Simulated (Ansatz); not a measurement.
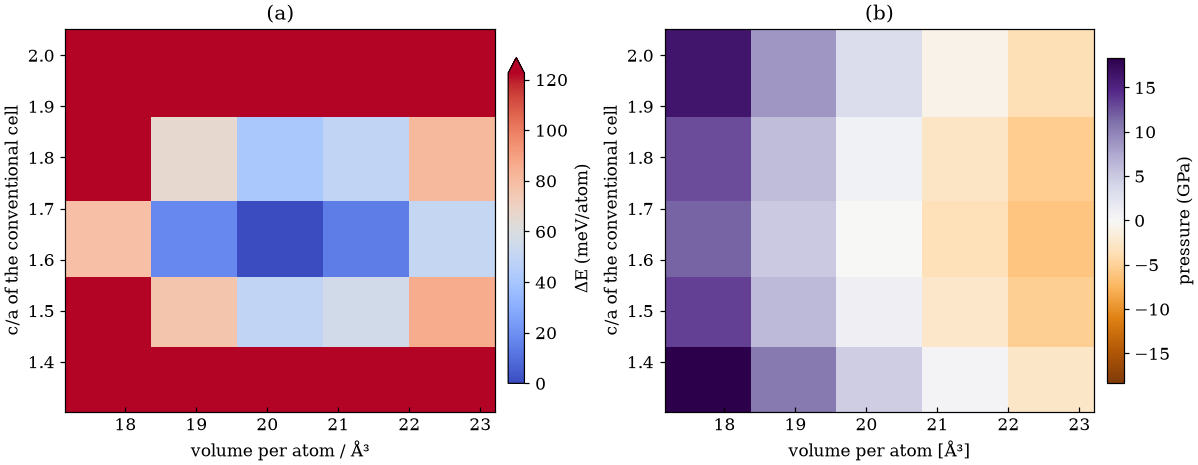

ZnS (P6_3mc, No. 186; 4 atoms in the cell). The energy is mapped over volume and the cell's shape. Coordinates scanned: (1) volume per atom; (2) c/a of the conventional cell. Nothing is relaxed (fractional coordinates fixed). Grid: 5 × 5 points. Points are written as (first, second). Energies: meV/atom, counted from the lowest grid point. Level of theory: DFT PBE, scalar-relativistic, plane waves, PAW in Ansatz 0.2.0. Settings: cutoff 520 eV, k-mesh 9×9×6 in the order of the run's cell vectors, gaussian smearing 0.05 eV, no spin polarisation.

Panel (a) is the energy and panel (b) the computed pressure on the same grid.

In the figure: one coloured cell a grid point, one colour for all values above the top of the scale.

How does the pressure vary over the map, and what is it at the lowest grid point?

It runs from −6.1 GPa at (22.61 Å³, 1.639) to 18.4 GPa at (17.76 Å³, 1.367). At the lowest grid point, (20.18 Å³, 1.639), it is 0.0 GPa. The pressure is minus the slope of the energy with volume, so it vanishes at the true minimum, which need not be a grid point.
